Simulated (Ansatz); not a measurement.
## Ir: one change and its effect

System: Ir (2 atoms in the cell).
Method of the first run: DFT r2SCAN, scalar-relativistic, plane waves, PAW, no spin polarisation (Ansatz 0.2.0).

The structure derives from a Materials Project entry. Text and figures count atoms from 1; the logs count them from 0 in places.

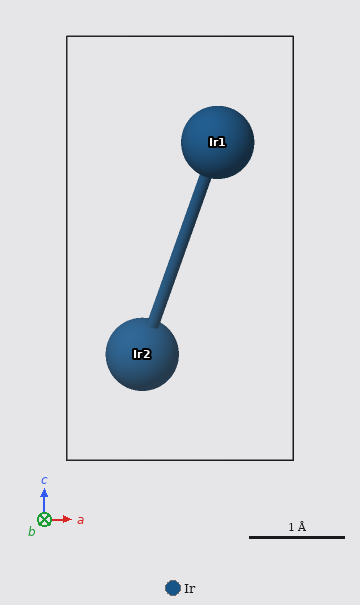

The structure as given in the input (ball-and-stick view of the cell of the calculation, along the b axis; atoms are numbered from 1 in the order of the input). An atom can appear more than once, as a periodic image.

## Input, the first run
```yaml
crystal:
  lattice:
    - [2.7513778946, 0.0, 0.0]
    - [-1.3756889473, 2.3827631521, 0.0]
    - [0.0, 0.0, 4.46229]
  atoms:
    - { symbol: Ir, position: [0.6666666667, 0.3333333333, 0.75] }
    - { symbol: Ir, position: [0.3333333333, 0.6666666667, 0.25] }
basis:
  ecutwfc: 500
kpoints:
  mp_grid: { grid: [18, 18, 12] }
hamiltonian:
  xc: r2scan
scf:
  occupations: { method: gaussian, width: 0.15 }
output:
  forces: true
  stress: true
  eigenvalues: true
```

Launched with:
```bash
ansatz run input.yaml --threads 1 --pin off --max-ram 2560MiB --backend cpu --events-out ev --progress --plain --runs-dir out
```

Hardware: 1 thread of Arm Neoverse N1, 24 GiB of memory available, shared host.

## Output, shortened to warnings, some set-up lines, iterations and results (the first run)
```
Basis set: ecut = 500 eV, 713 PW (Γ), exchange–correlation on 96×96×144 points (64 copies of the dense FFT grid, shifted against one another)
Symmetry: 24 space group operations
k-points: 259 of 3888
Initial density: superposition of atomic densities (neutral atoms: chi_scale 0, normalization atom), corrected by the library's trained network
[...]
SCF iter   1: F=—  HF=-23897.205020 eV  |F-HF|=—  |Δ(HF+E_count)|=         —  Δρ=1.06e-2  dr2=9.03e-3  dr2_τ=5.21e-2  ethr=1.77e-3  ⟨swp⟩=4.8  Hψ=21092  notcnv=0
SCF iter   2: F=—  HF=-23897.256822 eV  |F-HF|=—  |Δ(HF+E_count)|=   5.18e-2  Δρ=6.41e-3  dr2=3.81e-3  dr2_τ=5.81e-4  ethr=2.66e-5  ⟨swp⟩=2.0  Hψ=9907  notcnv=0
SCF iter   3: F=—  HF=-23897.261558 eV  |F-HF|=—  |Δ(HF+E_count)|=   4.74e-3  Δρ=1.33e-3  dr2=5.08e-4  dr2_τ=7.59e-5  ethr=1.12e-5  ⟨swp⟩=2.0  Hψ=7899  notcnv=0
SCF iter   4: F=—  HF=-23897.261544 eV  |F-HF|=—  |Δ(HF+E_count)|=   1.41e-5  Δρ=3.71e-4  dr2=2.48e-5  dr2_τ=4.11e-6  ethr=1.49e-6  ⟨swp⟩=2.0  Hψ=7739  notcnv=0
SCF iter   5: F=—  HF=-23897.261641 eV  |F-HF|=—  |Δ(HF+E_count)|=   9.67e-5  Δρ=2.27e-4  dr2=1.25e-5  dr2_τ=1.07e-6  ethr=7.31e-8  ⟨swp⟩=2.0  Hψ=7761  notcnv=0
SCF iter   6: F=—  HF=-23897.261666 eV  |F-HF|=—  |Δ(HF+E_count)|=   2.56e-5  Δρ=2.50e-5  dr2=1.42e-7  dr2_τ=7.04e-9  ethr=3.68e-8  ⟨swp⟩=2.0  Hψ=7833  notcnv=0
SCF iter   7: F=-23897.261667 eV  HF=-23897.261667 eV  |F-HF|=1.10e-8  |Δ(HF+E_count)|=   3.28e-7  Δρ=7.00e-6  dr2=1.13e-8  dr2_τ=6.63e-10  ethr=2.94e-10  ⟨swp⟩=5.5  Hψ=22466 …
SCF 1 converged in 7 iterations: F = -23897.261667 eV  dr2 = 1.13e-8
SCF converged after 7 iterations
Free energy (F): -23897.261667 eV
Harris-Foulkes:  -23897.261667 eV  (|F-HF|=1.10e-8)
Internal energy: -23897.236672 eV  (E = F + TS)
E sigma→0 (E₀):  -23897.249169 eV
Entropy (-TS):   -0.024995 eV (-12.497 meV/atom)
Fermi energy:    24.655364 eV
--- Per-component energies (eV) ---
  E_band       = -231.611305
  E_kinetic    = 1244.755808
  E_local      = -2210.300279  (includes V_loc(G=0)·N_el)
  E_nonlocal   = 147.786387
  E_hartree    = 844.798462
  E_xc         = -509.902080
  E_vxc        = -665.717337  (∫ρ·V_xc dr)
  E_paw        = -18499.216186  (= ΣΔE_a)
  E_vpaw       = -479.128436  (= ΣTr[D̂ρ^β])
  E_aug_tail   = -0.000017  (compensation charges beyond the density's cutoff)
  E_vtau       = 41.392039  (kinetic-family band-sum trace: ∫τ·v_τ [+ j·A + Jᵃ·Aᵃ] dr)
  E_ewald      = -4914.524980
  E_core_change = -0.633787  (= ΣΔE_core)
  E_smearing   = -0.024995  (= −TS)
  E_closure    = -0.000000  (closes the sum)
  Σ components = -23897.261667   (vs F -23897.261667, Δ=0.00e0)
--- Forces (eV/Å), atoms counted from 1 ---
  atom   1  Ir    -0.00000000    -0.00000000     0.00000000
  atom   2  Ir     0.00000000     0.00000000     0.00000000
  max |Σ_I F_I| component: 9.25e-18 eV/Å
--- Stress (GPa, compression-positive) ---
       -8.689587       0.000000       0.000000
        0.000000      -8.689587       0.000000
        0.000000       0.000000      -9.036525
  P = ⅓ Tr σ = -8.8052 GPa (-88.052 kbar)
```

The input of the second run differs as follows (lines with − go, lines with + come):
```diff
-  mp_grid: { grid: [18, 18, 12] }
+  mp_grid: { grid: [24, 24, 12] }
```

How does the second run compare with the first run?

The free energy of the second run is 1.3 meV per atom higher, which measures how much it depends on this numerical setting. The number of SCF iterations is the same. The irreducible k-points go from 259 to 427. On the same kind of shared host the second run took about 1.6 times as long.

## Output, shortened to warnings, some set-up lines, iterations and results (the second run)
```
Basis set: ecut = 500 eV, 713 PW (Γ), exchange–correlation on 96×96×144 points (64 copies of the dense FFT grid, shifted against one another)
Symmetry: 24 space group operations
k-points: 427 of 6912
Initial density: superposition of atomic densities (neutral atoms: chi_scale 0, normalization atom), corrected by the library's trained network
[...]
SCF iter   1: F=—  HF=-23897.202506 eV  |F-HF|=—  |Δ(HF+E_count)|=         —  Δρ=1.06e-2  dr2=9.03e-3  dr2_τ=5.21e-2  ethr=1.77e-3  ⟨swp⟩=4.8  Hψ=34742  notcnv=0
SCF iter   2: F=—  HF=-23897.254284 eV  |F-HF|=—  |Δ(HF+E_count)|=   5.18e-2  Δρ=6.43e-3  dr2=3.81e-3  dr2_τ=5.81e-4  ethr=2.65e-5  ⟨swp⟩=2.0  Hψ=16322  notcnv=0
SCF iter   3: F=—  HF=-23897.259038 eV  |F-HF|=—  |Δ(HF+E_count)|=   4.75e-3  Δρ=1.34e-3  dr2=5.19e-4  dr2_τ=7.73e-5  ethr=1.12e-5  ⟨swp⟩=2.0  Hψ=13097  notcnv=0
SCF iter   4: F=—  HF=-23897.259021 eV  |F-HF|=—  |Δ(HF+E_count)|=   1.77e-5  Δρ=3.74e-4  dr2=2.54e-5  dr2_τ=4.17e-6  ethr=1.53e-6  ⟨swp⟩=2.0  Hψ=12740  notcnv=0
SCF iter   5: F=—  HF=-23897.259117 eV  |F-HF|=—  |Δ(HF+E_count)|=   9.65e-5  Δρ=2.28e-4  dr2=1.26e-5  dr2_τ=1.07e-6  ethr=7.46e-8  ⟨swp⟩=2.0  Hψ=12791  notcnv=0
SCF iter   6: F=—  HF=-23897.259143 eV  |F-HF|=—  |Δ(HF+E_count)|=   2.58e-5  Δρ=2.52e-5  dr2=1.44e-7  dr2_τ=7.00e-9  ethr=3.72e-8  ⟨swp⟩=2.0  Hψ=12918  notcnv=0
SCF iter   7: F=-23897.259143 eV  HF=-23897.259143 eV  |F-HF|=1.11e-8  |Δ(HF+E_count)|=   3.33e-7  Δρ=7.00e-6  dr2=1.13e-8  dr2_τ=6.64e-10  ethr=2.94e-10  ⟨swp⟩=5.5  Hψ=37169 …
SCF 1 converged in 7 iterations: F = -23897.259143 eV  dr2 = 1.13e-8
SCF converged after 7 iterations
Free energy (F): -23897.259143 eV
Harris-Foulkes:  -23897.259143 eV  (|F-HF|=1.11e-8)
Internal energy: -23897.233008 eV  (E = F + TS)
E sigma→0 (E₀):  -23897.246075 eV
Entropy (-TS):   -0.026135 eV (-13.068 meV/atom)
Fermi energy:    24.652588 eV
--- Per-component energies (eV) ---
  E_band       = -231.619475
  E_kinetic    = 1244.753089
  E_local      = -2210.279425  (includes V_loc(G=0)·N_el)
  E_nonlocal   = 147.782626
  E_hartree    = 844.785507
  E_xc         = -509.901054
  E_vxc        = -665.715925  (∫ρ·V_xc dr)
  E_paw        = -18499.214967  (= ΣΔE_a)
  E_vpaw       = -479.126296  (= ΣTr[D̂ρ^β])
  E_aug_tail   = -0.000017  (compensation charges beyond the density's cutoff)
  E_vtau       = 41.391877  (kinetic-family band-sum trace: ∫τ·v_τ [+ j·A + Jᵃ·Aᵃ] dr)
  E_ewald      = -4914.524980
  E_core_change = -0.633787  (= ΣΔE_core)
  E_smearing   = -0.026135  (= −TS)
  E_closure    = 0.000000  (closes the sum)
  Σ components = -23897.259143   (vs F -23897.259143, Δ=0.00e0)
--- Forces (eV/Å), atoms counted from 1 ---
  atom   1  Ir    -0.00000000    -0.00000000     0.00000000
  atom   2  Ir    -0.00000000     0.00000000     0.00000000
  max |Σ_I F_I| component: 4.63e-17 eV/Å
--- Stress (GPa, compression-positive) ---
       -8.761883      -0.000000       0.000000
        0.000000      -8.761883       0.000000
        0.000000       0.000000      -8.822059
  P = ⅓ Tr σ = -8.7819 GPa (-87.819 kbar)
```

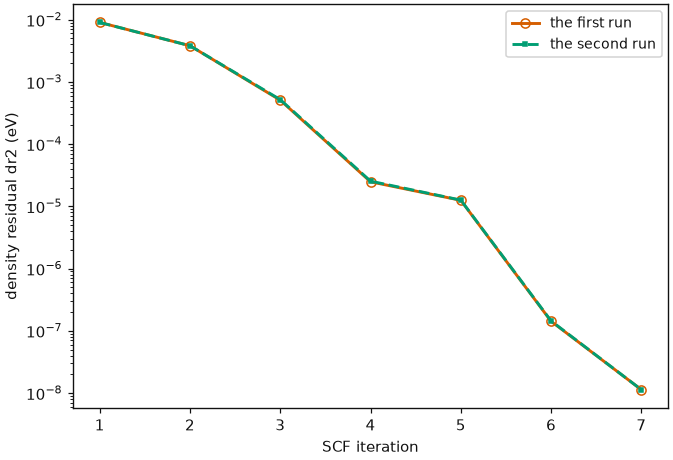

Convergence of the two runs: density residual dr2 against the SCF iteration. The first run takes 7 iterations in all, and the second run takes 7.

## The two runs side by side

```csv
quantity,the first run,the second run
outcome,converged,converged
free energy per atom (eV),−11948.6308,−11948.6296
"energy per atom, smearing taken to zero (eV)",−11948.6246,−11948.6230
gap on the mesh (eV),0.00,0.00
pressure (GPa),−8.81,−8.78
largest force (eV/Å),0.000,0.000
SCF iterations,7,7
irreducible k-points,259,427
plane waves at Γ,713,713
wall time (shared host),30 s,49 s
```

For both runs: Spin–orbit coupling is left out, which matters for Ir. The cell is under a tension of 8.8 GPa at this level, so it is not at its equilibrium volume.
